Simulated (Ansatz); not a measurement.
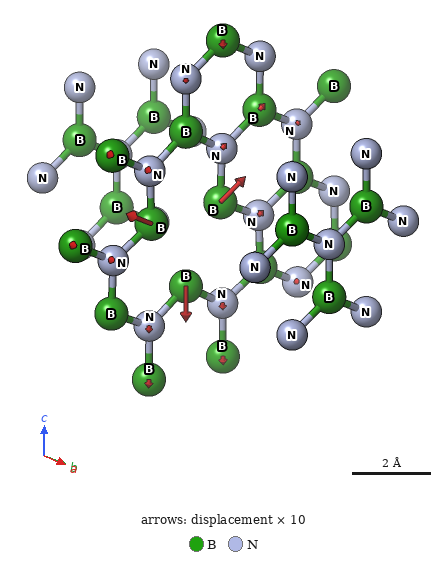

A relaxation of a defect cell of composition B24N23 (cell charge +1). The starting structure is drawn; red arrows show the displacements, magnified 10 times.

A ball-and-stick model of the atoms within 5.0 Å of the atom that moves most (axes of the cell of the calculation), seen from a free direction.

Case: N vacancy (site f), charge +1, atoms relaxed at the host's cell.

These are results of Ansatz, DFT PBE, scalar-relativistic, plane waves, PAW, not measurements. (plane-wave cutoff 420 eV; k-point mesh 2 × 2 × 2; occupations gaussian; smearing width 0.01 eV; no spin polarisation; atoms relaxed in a fixed cell; force threshold 0.025 eV/Å; at most 45 steps)

Q: Describe the change and its energy.

A: Over 3 accepted moves (4 points after the start) the energy falls by 0.289 eV per cell of the calculation. The largest force component goes from 1.9 to 0.016 eV/Å. 1 step only repeated the SCF at the same geometry. The largest moves, 0.10 Å, are those of B atoms. Largest moves by element: B 0.10 Å, N 0.02 Å. The cell doesn't change. Some distances before and after: B–N 1.464 → 1.425 Å, B–N 1.469 → 1.455 Å, B–N 1.455 → 1.445 Å, B–N 1.473 → 1.477 Å. Bond angles that change, for instance: N–B–N 115.9° → 121.4°, B–N–B 122.5° → 119.7°.

Limits of the set-up: the periodic images lie only 8.4 Å apart, so the values are limited by the cell's size; the cell is charged, on a uniform background, and energies carry no finite-size correction.
